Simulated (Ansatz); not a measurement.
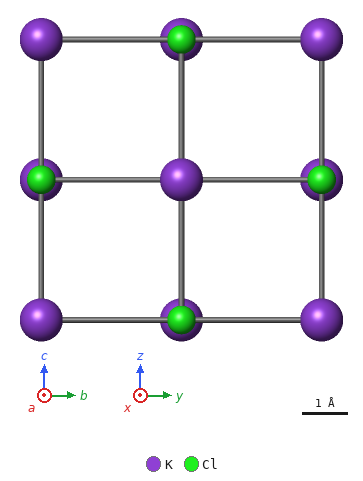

A scan of solid KCl (Fm-3m): the ratio of the cell's length along z to its lengths across, counted as 1 for the reference, is changed at fixed volume (a tetragonal or Bain path), with the atoms kept at their fractional coordinates. x, y and z are the Cartesian axes of the input. The picture shows the reference cell. Style: ball-and-stick. Shown: the conventional cell (4 times the calculation's cell), along the a axis. Lengths and directions refer to the drawn axes.

The calculation used DFT r2SCAN, scalar-relativistic, plane waves, PAW (Ansatz). Set-up: plane-wave cutoff 500 eV; k-point mesh 8 × 8 × 8; occupations gaussian; smearing width 0.05 eV; no spin polarisation. Energies (free energies at the smearing named) are counted from the cell as listed in its source, which wasn't relaxed.

```
K Cl
1.0
     0.00000    3.15610    3.15610
     3.15610    0.00000    3.15610
     3.15610    3.15610    0.00000
K Cl
1 1
Direct
  0.00000 0.00000 0.00000
  0.50000 0.50000 0.50000
```

**Give the energy at each point (the relative ratio: 0.650, 0.707, 0.780, 0.850, 0.920, 0.960, 1.000, 1.050, 1.100, 1.200, 1.300, 1.414, 1.500).**

```tsv
axial ratio over its reference value	E − E(ref) (meV/atom)
0.650	1048
0.707	567
0.780	237
0.850	86
0.920	20
0.960	4
1.000	0
1.050	6
1.100	20
1.200	70
1.300	140
1.414	243
1.500	337
```

Of the computed points the lowest is at the relative ratio 1.00, 0 meV/atom. The end points stand at 1048 meV/atom (0.65) and 337 meV/atom (1.50). The distortion takes the space group from Fm-3m to I4/mmm. At the relative ratio 1.50 the cell of the drawing goes a 6.312 → 5.514 Å, b 6.312 → 5.514 Å, c 6.312 → 8.271 Å.
